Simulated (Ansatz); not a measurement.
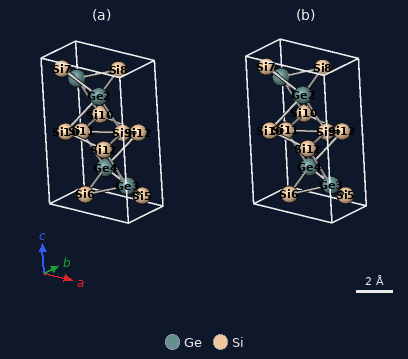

The structure of solid Si$_{2}$Ge (set up in Cmcm) before (left) and after (right) a relaxation, at one scale.

The picture is a ball-and-stick view of the cell of the calculation, seen slightly off an axis.

Case: 4 of 4 Ti sites taken by Ge, cell and atoms relaxed.

The calculation used Ansatz, DFT PBE, scalar-relativistic, plane waves, PAW.

Input
```yaml
crystal:
  lattice:
    - [3.4821317335, 0.0, -3.4969244427]
    - [3.4821317335, 0.0, 3.4969244427]
    - [-1.7410658667, -8.6216374905, 0.0]
  atoms:
    - { symbol: Ge, position: [0.0687675483, 0.8187675483, 0.7750701931] }
    - { symbol: Ge, position: [0.5687675483, 0.3187675483, 0.7750701931] }
    - { symbol: Ge, position: [0.9312324517, 0.1812324517, 0.2249298069] }
    - { symbol: Ge, position: [0.4312324517, 0.6812324517, 0.2249298069] }
    - { symbol: Si, position: [0.8998491904, 0.6498491904, 0.0993967615] }
    - { symbol: Si, position: [0.3998491904, 0.1498491904, 0.0993967615] }
    - { symbol: Si, position: [0.1001508096, 0.3501508096, 0.9006032385] }
    - { symbol: Si, position: [0.6001508096, 0.8501508096, 0.9006032385] }
    - { symbol: Si, position: [0.7572077882, 0.5072077882, 0.5288311527] }
    - { symbol: Si, position: [0.2572077882, 1.0072077882, 0.5288311527] }
    - { symbol: Si, position: [0.2427922118, 0.4927922118, 0.4711688473] }
    - { symbol: Si, position: [0.7427922118, -0.0072077882, 0.4711688473] }
basis:
  ecutwfc: 420
kpoints:
  mp_grid: { grid: [8, 8, 6] }
hamiltonian:
  xc: pbe
scf:
  occupations: { method: gaussian, width: 0.1 }
output:
  forces: true
  stress: true
  eigenvalues: true
relax:
  adjacent_minimum: "off"
  f_tol: 0.015
  max_steps: 60
  cell: { stress_tol: 0.15 }
```

Run as
```bash
ansatz run input.yaml --threads 2 --pin off --max-ram 5120MiB --backend cpu --events-out ev --progress --plain --runs-dir out
```

What changed between the two?

Answer. After 4 accepted moves (5 points after the start) the energy has fallen by 0.7 meV per atom. The largest force component goes from 0.036 to 0.0065 eV/Å. The pressure goes from −0.13 to −0.01 GPa. The SCF was repeated once at an unchanged geometry on a basis and grid sized afresh for the cell, which shifted the energy by less than 0.05 meV per atom at most. The largest moves relative to the cell, 0.012 Å, are those of Ge1, Ge2, Ge3 and Ge4. Ge3 goes along +c. Largest moves by element: Ge 0.012 Å, Si 0.009 Å. The drawn cell changes as follows: a = b 4.935 → 4.905 Å (−0.6 %), c 8.796 → 8.901 Å (+1.2 %), α 98.0° → 97.7°, β 98.0° → 97.7°; the volume changes by +0.1 %. Some distances before and after: Ge1–Si9 2.746 → 2.761 Å, Si10–Si11 2.517 → 2.504 Å, Si5–Si7 2.448 → 2.444 Å. Within 0.06 Å the space group is Cmcm at the start and Cmcm at the end; at a tighter tolerance small leftover displacements or strains of the cell lower it.
